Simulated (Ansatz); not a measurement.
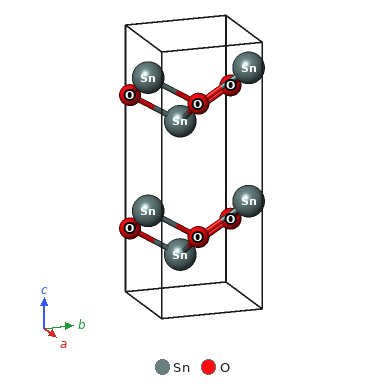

System: SnO, space group P4/nmm (No. 129). The picture shows the cell.

Structure:
```
CELL_PARAMETERS angstrom
0.00000 0.00000 -3.80668
-3.80930 0.00000 0.00000
0.00000 9.87292 0.00000
ATOMIC_POSITIONS crystal
Sn 0.62500 0.00000 0.86618
Sn 0.62500 0.00000 0.36618
Sn 0.12500 0.50000 0.13382
Sn 0.12500 0.50000 0.63382
O 0.12500 0.00000 0.24994
O 0.12500 0.00000 0.74994
O 0.62500 0.50000 0.75006
O 0.62500 0.50000 0.25006
```

Computed with Ansatz 0.2.0: rigid opening of a crystal across a plane by lengthening cell vector c along the normal, one cut a cell, unrelaxed, by plane-wave density functional theory with PAW datasets, free energies less that of the undisturbed cell; scalar-relativistic. Level: r2SCAN, no spin polarisation.

wave cutoff 500 eV; k mesh 9×9×4; occupations Gaussian; smearing width 0.03 eV; k shift (0, 0, 0) (mesh steps); start relaxed; height of the cut 0 (fraction of cell vector c).

What does the calculation give for the separation energy, traction and gap on the k mesh against opening? The opening takes the values −0.30, −0.15, 0.00, 0.25, 0.50, 0.75, 1.00, 1.50, 2.00, 3.00, 4.50, 6.00 Å.

The energy levels off at about 223 mJ/m², the work of separating the two rigid halves, or 112 mJ/m² for each new face on average. The energy rises on both sides of the starting structure, which is therefore a minimum along this path. The separation energy is 34.5 mJ/m² at opening −0.30 Å and 223.0 mJ/m² at 6.00 Å; the lowest computed point is at opening 0.00 Å (0.0 mJ/m²), and no other minimum shows. The traction goes from −2.70 GPa at opening −0.30 Å to 0.00 GPa at 6.00 Å, not monotonically, with a high of 1.14 GPa at 0.75 Å.

```csv
opening (Å),separation energy (mJ/m²),traction (GPa),gap on the k mesh (eV)
-0.30,34.5,-2.70,0.257
-0.15,7.3,-1.05,0.376
0.00,0.0,-0.01,0.499
0.25,12.3,0.85,0.697
0.50,37.9,1.12,0.871
0.75,66.4,1.14,1.018
1.00,93.9,1.05,1.139
1.50,140.4,0.80,1.317
2.00,174.1,0.55,1.432
3.00,209.3,0.19,1.546
4.50,221.6,0.02,1.597
6.00,223.0,0.00,1.608
```

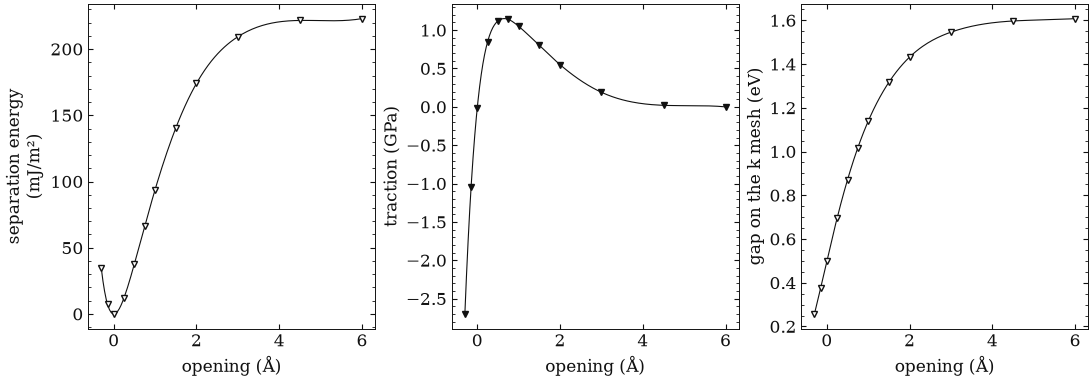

Caveats: odd k mesh can miss points on the zone edge.
